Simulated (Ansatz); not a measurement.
Band-structure calculation of Bi2Te3

Bi2Te3 (slab, 5 atoms in the cell), computed with DFT PBE+D3(BJ), scalar-relativistic, plane waves, PAW, no spin polarisation (Ansatz 0.2.0).

The structure derives from an entry of the Crystallography Open Database. It belongs to a series of runs on one base structure; here: field of -0.20 V/A along the normal, atoms held.

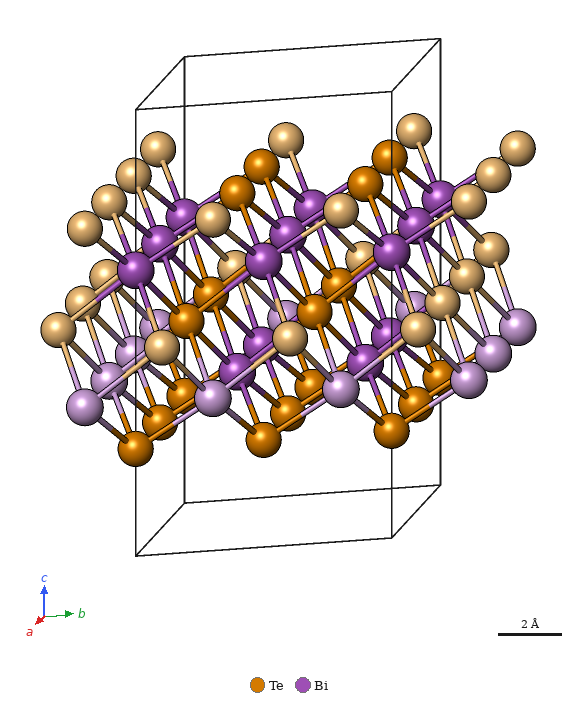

Fig. 1: The structure as given in the input (ball-and-stick view of the 2 × 2 repeat of the cell, with the vacuum cut short, seen slightly off an axis; neighbours outside the cell are drawn fainter). An atom can appear more than once, as a periodic image.

Summary

```tsv
quantity	value
outcome	converged
electrons treated	78
free energy	−45735.9022 eV
Fermi energy	−4.858 eV
gap on the k-point mesh	1.11 eV
gap on the band path	1.09 eV
largest force (length of the vector)	0.047 eV/Å
hardware	4 threads of Arm Neoverse V1, 24 GiB of memory available, shared host
wall time	31 s (CPU time 1.8 min)
peak memory	1.4 GiB
```

Remarks

Spin–orbit coupling is left out, which matters for Bi.

The input
```yaml
crystal:
  lattice:
    - [4.3497384303, 0.0, 0.0]
    - [-2.1748692152, 3.7669839805, 0.0]
    - [0.0, 0.0, 41.0301607706]
  atoms:
    - { symbol: Te, position: [0.0, 0.0, 0.4076965189] }
    - { symbol: Bi, position: [0.3333333333, 0.6666666667, 0.4501853757] }
    - { symbol: Te, position: [0.6666666667, 0.3333333333, 0.5] }
    - { symbol: Bi, position: [0.0, 0.0, 0.5498146243] }
    - { symbol: Te, position: [0.3333333333, 0.6666666667, 0.5923034811] }
  periodic: [true, true, false]
basis:
  ecutwfc: 420
kpoints:
  mp_grid: { grid: [6, 6, 1] }
  band_path:
    path:
      - [0, 0, 0]
      - [0.5, 0, 0]
      - [0.3333333333333, 0.3333333333333, 0]
      - [0, 0, 0]
    npoints: 8
hamiltonian:
  xc: pbe
  dispersion: d3bj
scf:
  occupations: { method: gaussian, width: 0.02 }
output:
  forces: true
  stress: true
  eigenvalues: true
  write_density: true
  write_potential: true
  elf: true
  volumetric_format: npy
efield:
  axis: 3
  amplitude: -0.2
```

Command:
```bash
ansatz run input.yaml --threads 4 --pin off --max-ram 10240MiB --backend cpu --events-out ev --progress --plain --runs-dir out
```

Output
```
Engine: ansatz 0.2.0, aarch64-unknown-linux-gnu
Pseudopotentials: kind: paw
Pseudopotential: Te, paw, valence charge 16, recommended cutoff 420 eV (normal), Te.paw.azcp
Pseudopotential: Bi, paw, valence charge 15, recommended cutoff 420 eV (normal), Bi.paw.azcp
Functional definition: PBE
  parameter kappa = 0.804
  parameter beta = 0.06672455060314922
  exchange = pbe_x(kappa = kappa, mu = beta*pi^2/3)
  correlation = pbe_c(beta = beta)
Crystal: 5 atoms, lattice volume = 672.295 Å³
Basis set: ecut = 420 eV, 13235 PW (Γ), exchange–correlation on 60×60×576 points (8 copies of the dense FFT grid, shifted against one another)
Bands: 47, of which v1, the nominal top of the filled ones, is band 39 counted from 1 (38 counted from 0)
Symmetry: 6 space group operations
k-points: 7 of 36 (time reversal used)
Non-local potential: Te, projectors of the file, l = 0: 2, l = 1: 2, l = 2: 2, l = 3: 2
Non-local potential: Bi, projectors of the file, l = 0: 2, l = 1: 2, l = 2: 2, l = 3: 2
PAW form: soft (Blöchl's): semilocal exchange-correlation on the pseudo side does not see the compensation charge
PAW one-centre angular grid: Te, 590 points (default); XC on 64 Gauss nodes
PAW one-centre angular grid: Bi, 590 points (default); XC on 64 Gauss nodes
Initial density: superposition of atomic densities (neutral atoms: chi_scale 0, normalization atom, screened)
Initial wavefunctions: pseudopotential atomic-orbital guess
Functional: x = pbe(κ = 0.804, μ = 0.2195149727645171), c = pbe(β = 0.06672455060314922)
iter 1 solved again at ethr=2.09e-3 eV; its pass at ethr=3.10e-3 eV (dr2=1.63e0 eV) is discarded
SCF iter   1: F=—  HF=-45736.230110 eV  |F-HF|=—  |Δ(HF+E_count)|=         —  Δρ=9.71e-3  dr2=1.58e0  ethr=2.09e-3  p=-0.179 e·Å  V_vac-E_F(+/−)=3.77/6.19 eV  ⟨swp⟩=1.4  Hψ=2432  notcnv=0
efield: sawtooth ramp at fractional position 0.7744 (placed from the atoms, in the widest stretch of the axis that holds none; the zero of the levels goes with the place), width 0.4513; the density the first Hamiltonian is built on has a dipole p = -0.179 e·Å; `efield.dipole_correction` is off, so that where the cell repeats along the axis the dipole's images put a field D = -4.83e-2 V/Å through it; the planar-averaged density in the ramp window peaks in size at 3.2e-6 e/Å³
preconditioner: auto → Resta (q_TF=auto, 1.905 Å⁻¹)  ε∞=1.8  [insulator: Δε(μ)=1.344 eV  Ē_g=8.398 eV  σ=0.020 eV  W_gap=1.00  n_scr=102 (ndim 8)  ℏωp=7.6 eV  f_vac=0.719  D(μ)=0.00/eV (n_scr^D=0)  ε∞_Penn≈1.8  vacuum switching on, ρ_ref=5.1e-3 e/Å³]
SCF iter   2: F=—  HF=-45736.051639 eV  |F-HF|=—  |Δ(HF+E_count)|=   1.78e-1  Δρ=5.25e-3  dr2=1.60e0  ethr=2.02e-3  p=-0.176 e·Å  V_vac-E_F(+/−)=4.23/6.69 eV  ⟨swp⟩=4.4  Hψ=835  notcnv=0  defer=7
SCF iter   3: F=—  HF=-45735.971174 eV  |F-HF|=—  |Δ(HF+E_count)|=   8.05e-2  Δρ=4.08e-3  dr2=7.44e-1  ethr=2.02e-3  p=-0.193 e·Å  V_vac-E_F(+/−)=3.56/5.82 eV  ⟨swp⟩=4.0  Hψ=536  notcnv=0  defer=11
SCF iter   4: F=—  HF=-45735.921621 eV  |F-HF|=—  |Δ(HF+E_count)|=   4.96e-2  Δρ=2.41e-3  dr2=3.70e-1  ethr=9.54e-4  p=-0.154 e·Å  V_vac-E_F(+/−)=3.43/6.14 eV  ⟨swp⟩=3.0  Hψ=506  notcnv=0  defer=11
SCF iter   5: F=—  HF=-45735.907124 eV  |F-HF|=—  |Δ(HF+E_count)|=   1.45e-2  Δρ=1.61e-3  dr2=1.78e-1  ethr=4.75e-4  p=-0.202 e·Å  V_vac-E_F(+/−)=3.78/5.95 eV  ⟨swp⟩=3.7  Hψ=430  notcnv=0  defer=11
SCF iter   6: F=—  HF=-45735.903302 eV  |F-HF|=—  |Δ(HF+E_count)|=   3.82e-3  Δρ=9.02e-4  dr2=5.00e-2  ethr=2.28e-4  p=-0.192 e·Å  V_vac-E_F(+/−)=3.70/5.99 eV  ⟨swp⟩=2.1  Hψ=369  notcnv=0  defer=11
SCF iter   7: F=—  HF=-45735.901964 eV  |F-HF|=—  |Δ(HF+E_count)|=   1.34e-3  Δρ=2.67e-4  dr2=3.04e-3  ethr=6.41e-5  p=-0.183 e·Å  V_vac-E_F(+/−)=3.63/6.01 eV  ⟨swp⟩=3.0  Hψ=445  notcnv=0  defer=11
SCF iter   8: F=—  HF=-45735.901939 eV  |F-HF|=—  |Δ(HF+E_count)|=   2.46e-5  Δρ=5.59e-5  dr2=7.03e-5  ethr=3.90e-6  p=-0.181 e·Å  V_vac-E_F(+/−)=3.61/6.01 eV  ⟨swp⟩=1.9  Hψ=409  notcnv=0  defer=11
SCF iter   9: F=—  HF=-45735.902180 eV  |F-HF|=—  |Δ(HF+E_count)|=   2.41e-4  Δρ=1.63e-5  dr2=3.76e-6  ethr=9.02e-8  p=-0.181 e·Å  V_vac-E_F(+/−)=3.61/6.01 eV  ⟨swp⟩=2.7  Hψ=498  notcnv=0  defer=11
SCF iter  10: F=—  HF=-45735.902182 eV  |F-HF|=—  |Δ(HF+E_count)|=   1.41e-6  Δρ=6.12e-6  dr2=2.63e-7  ethr=4.82e-9  p=-0.181 e·Å  V_vac-E_F(+/−)=3.60/6.01 eV  ⟨swp⟩=3.1  Hψ=655  notcnv=0  defer=11
SCF iter  11: F=-45735.902182 eV  HF=-45735.902182 eV  |F-HF|=4.01e-8  |Δ(HF+E_count)|=   1.48e-7  Δρ=2.08e-6  dr2=6.57e-8  ethr=1.28e-10  p=-0.181 e·Å  V_vac-E_F(+/−)=3.60/6.01 eV  ⟨swp⟩=27.7  Hψ=3461  notcnv=0
SCF 1 converged in 11 iterations: F = -45735.902182 eV  dr2 = 6.57e-8
  greatest PAW one-centre occupation: 0.998 electrons in one spin orbital (limit 2), on the Te atom at site 2 (counted from 0), in its partial waves of l = 2
```

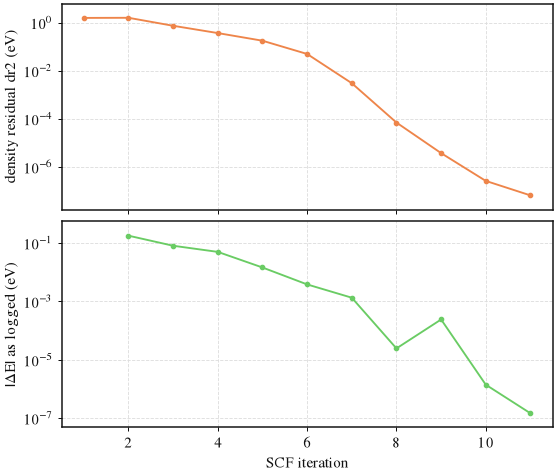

Fig. 2: Convergence of the self-consistent field: density residual dr2 and size of the energy change against the SCF iteration. The residual falls almost steadily, with no more than small rises.

```
NSCF: frozen V_eff on 25 k-points
efield: sawtooth ramp at fractional position 0.7744 (kept from the solve that this one continues, or follows in the run), width 0.4513; the density the first Hamiltonian is built on has a dipole p = -0.181 e·Å; `efield.dipole_correction` is off, so that where the cell repeats along the axis the dipole's images put a field D = -4.86e-2 V/Å through it; the planar-averaged density in the ramp window peaks in size at 1.1e-6 e/Å³
SCF converged after 11 iterations
Free energy (F): -45735.902182 eV
Harris-Foulkes:  -45735.902182 eV  (|F-HF|=4.01e-8)
Internal energy: -45735.902182 eV  (E = F + TS)
E sigma→0 (E₀):  -45735.902182 eV
Fermi energy:    -4.858481 eV
Dipole field:    D = -0.048598 V/Å  (p = -0.180560 e·Å, saw-weighted)
Work function:   not extracted (applied field tilts the vacuum); planar V_es + V_field profile in the machine report
Levels:          The Fermi level and band energies are counted from a zero that moves with the ramp; work functions are not
--- Per-component energies (eV) ---
  E_band       = -2086.645476
  E_kinetic    = 1143.757130
  E_local      = -243908.373997  (includes V_loc(G=0)·N_el)
  E_nonlocal   = 192.077361
  E_hartree    = 121399.487577
  E_xc         = -675.959365
  E_vxc        = -601.101484  (∫ρ·V_xc dr)
  E_paw        = -35312.783736  (= ΣΔE_a)
  E_vpaw       = -1711.986907  (= ΣTr[D̂ρ^β])
  E_aug_tail   = -0.001417  (compensation charges beyond the density's cutoff)
  E_efield     = -0.036112  (sawtooth field / dipole correction)
  E_vefield    = -0.036112  (∫n·V_field dr)
  E_ewald      = 111427.715651
  E_disp       = -1.785273  (pairwise vdW)
  E_smearing   = -0.000000  (= −TS)
  E_closure    = -0.000000  (closes the sum)
  Σ components = -45735.902182   (vs F -45735.902182, Δ=0.00e0)
--- Forces (eV/Å), atoms counted from 1 ---
  atom   1  Te     0.00000000     0.00000000     0.01116057
  atom   2  Bi     0.00000000    -0.00000000    -0.03648890
  atom   3  Te     0.00000000    -0.00000000     0.04678231
  atom   4  Bi    -0.00000000     0.00000000    -0.03883509
  atom   5  Te     0.00000000    -0.00000000     0.01738843
  max |Σ_I F_I| component: 7.33e-6 eV/Å
--- 2D stress c σ (N/m, compression-positive) ---
        0.019992       0.000000       0.000000
        0.000000       0.019992       0.000000
        0.000000       0.000000       0.000000
  P = ½ c Tr σ = 0.0200 N/m
--- Band table (eV; the first three rows and the last of 7) ---
  k-point 0: bands = ["-41.3678", "-41.3678", "-41.3572", "-41.3572", "-41.3519", "-41.3519", "-41.3519", "-41.3413", "-41.3413", "-41.3362", "-41.3019", "-41.2936", "-41.2936", "-41.2572", "-41.2572", "-28.0450", "-28.0450", "-28.0351", "-28.0311", "-28.0311", "-28.0188", "-28.0188", "-28.0091", "-28.0051", "-28.0051", "-18.0764", "-17.5520", "-15.8901", "-14.0401", "-12.8480", "-7.1474", "-6.4685", "-6.4685", "-6.2019", "-6.1803", "-6.1803", "-5.8061", "-5.6532", "-5.6532", "-4.3057", "-3.7602", "-3.7602", "-2.9250", "-2.8026", "-2.8026", "-1.0593", "-0.3253"]
  k-point 1: bands = ["-41.3678", "-41.3675", "-41.3572", "-41.3572", "-41.3518", "-41.3517", "-41.3516", "-41.3414", "-41.3414", "-41.3361", "-41.3017", "-41.2937", "-41.2936", "-41.2571", "-41.2568", "-28.0471", "-28.0419", "-28.0336", "-28.0322", "-28.0309", "-28.0210", "-28.0158", "-28.0076", "-28.0061", "-28.0048", "-17.8334", "-17.3261", "-15.7493", "-14.1179", "-13.2060", "-8.0728", "-7.3597", "-7.1943", "-7.0507", "-6.6612", "-6.5265", "-5.7430", "-5.6120", "-5.4119", "-3.8671", "-3.4131", "-3.3299", "-2.5562", "-2.3983", "-1.9448", "-0.7669", "-0.3540"]
  k-point 2: bands = ["-41.3678", "-41.3669", "-41.3574", "-41.3572", "-41.3518", "-41.3514", "-41.3509", "-41.3416", "-41.3414", "-41.3357", "-41.3014", "-41.2939", "-41.2937", "-41.2571", "-41.2562", "-28.0525", "-28.0380", "-28.0364", "-28.0282", "-28.0278", "-28.0261", "-28.0120", "-28.0102", "-28.0020", "-28.0015", "-17.1429", "-16.7169", "-15.4981", "-14.5441", "-14.0655", "-9.3575", "-8.3791", "-7.8843", "-7.7235", "-7.0771", "-6.9773", "-6.3456", "-5.8183", "-5.7917", "-3.7852", "-3.1353", "-3.0082", "-2.0966", "-1.7549", "-1.2684", "-0.9963", "0.0727"]
  k-point 6: bands = ["-41.3671", "-41.3670", "-41.3574", "-41.3573", "-41.3512", "-41.3512", "-41.3510", "-41.3416", "-41.3415", "-41.3355", "-41.3012", "-41.2939", "-41.2939", "-41.2564", "-41.2564", "-28.0483", "-28.0440", "-28.0310", "-28.0310", "-28.0265", "-28.0222", "-28.0176", "-28.0048", "-28.0047", "-28.0002", "-15.7928", "-15.7695", "-15.4740", "-15.3846", "-15.3531", "-9.4431", "-9.0023", "-9.0011", "-8.3808", "-7.6828", "-7.6670", "-6.5445", "-5.8296", "-5.8267", "-3.4686", "-2.8010", "-2.7922", "-1.5038", "-0.8869", "-0.8849", "1.0761", "1.1458"]
```

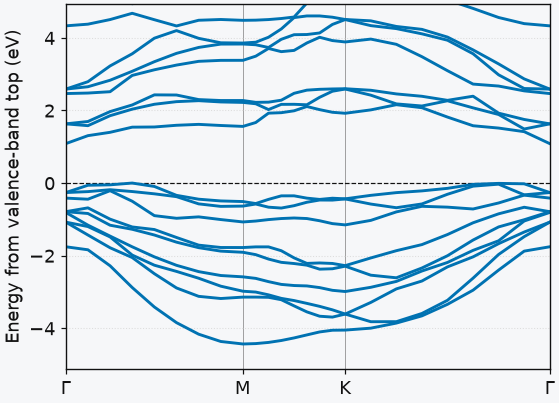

Fig. 3: Band structure along Γ–M–K–Γ, with energies from the valence-band top. There is a gap of 1.09 eV on this path, indirect, from between Γ and M to Γ.

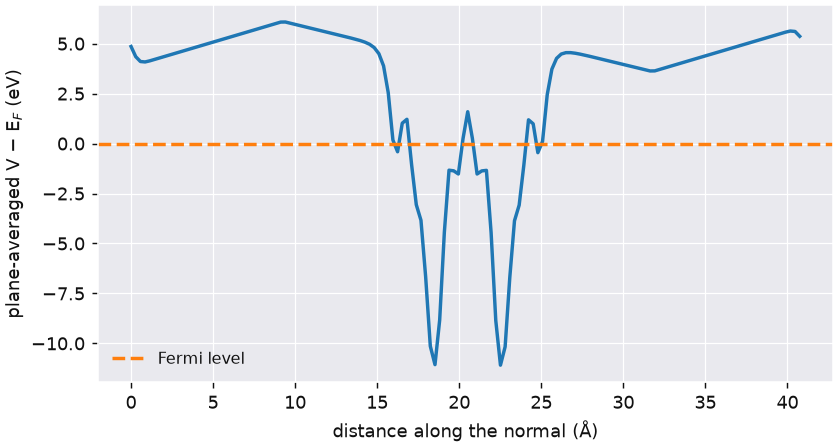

Fig. 4: Plane average of the electrostatic potential energy of an electron across the cell, from the Fermi level.

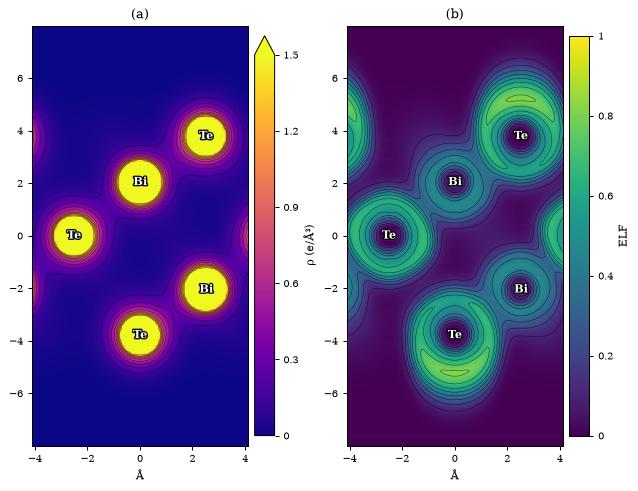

Fig. 5: (a) valence charge density (pseudo); (b) ELF on the (110) plane of the calculation cell, a cut from vacuum to vacuum. Atoms in the plane: Te and Bi. Bi–Te (3.06 Å): ρ at the midpoint is about 0.3 e/Å³; the ELF peaks at about 0.65 in the valence shell of Te, 1.3 Å from its nucleus, and drops to about 0.35 between the two atoms. Bi–Te (3.24 Å): ρ at the midpoint is about 0.21 e/Å³; the ELF peaks at about 0.65 in the valence shell of Te, 1.3 Å from its nucleus, and drops to about 0.30 between the two atoms. The density dies away to nearly zero in the vacuum. The strong features right at Bi lie inside the PAW spheres (semicore, d or f shells) and say nothing about bonding. The fields are those of the smooth PAW valence density.

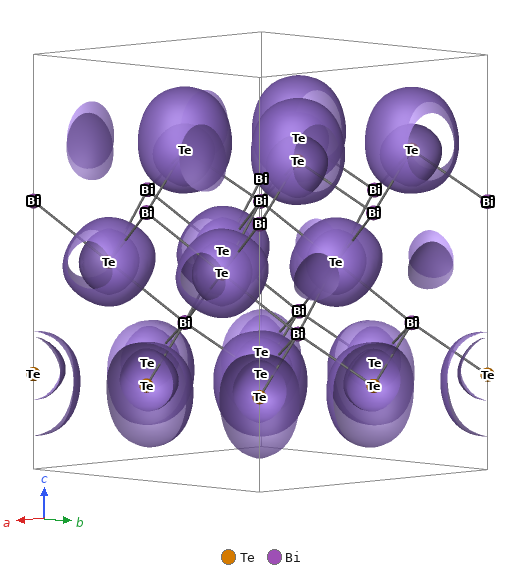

Fig. 6: Isosurface of the electron localisation function at 0.55 (purple), seen at an oblique angle. Only the valence region is drawn (cores and ρ < 0.01 e/Å³ removed). Sticks mark near contacts. Values along the shortest contacts: Bi–Te (3.06 Å): the ELF peaks at about 0.65 in the valence shell of Te, 1.3 Å from its nucleus, and drops to about 0.35 between the two atoms. Bi–Te (3.24 Å): the ELF peaks at about 0.65 in the valence shell of Te, 1.3 Å from its nucleus, and drops to about 0.30 between the two atoms.

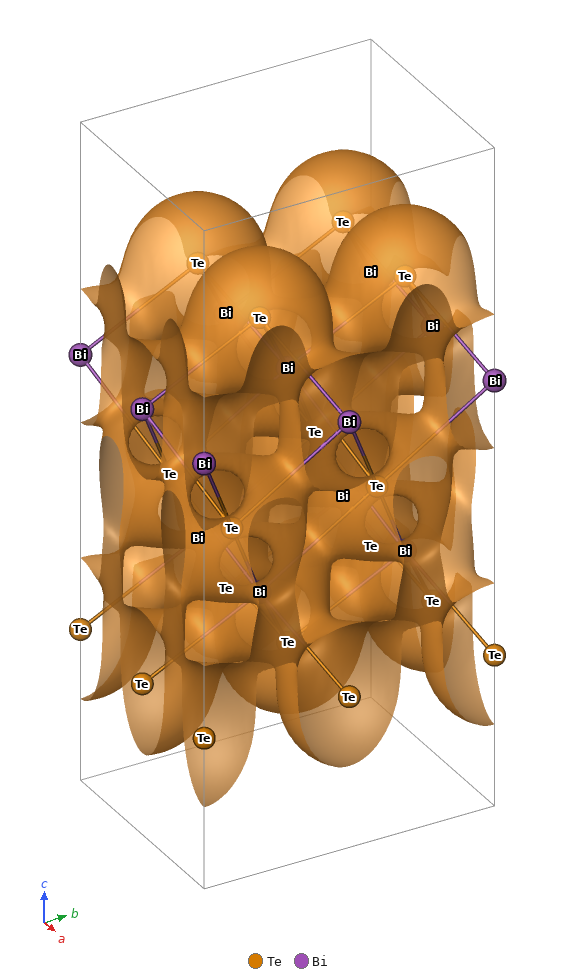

Fig. 7: Isosurface of the valence charge density (pseudo) at 0.15 e/Å³ (orange), seen slightly off an axis. Sticks mark near contacts. At this value the density is joined into sheets; it holds about 90 % of the electrons treated as valence (semicore included). On the grid the lowest density along these lines, outside the cores, is 0.29 e/Å³ (Bi–Te, 3.06 Å) and 0.21 e/Å³ (Bi–Te, 3.24 Å).
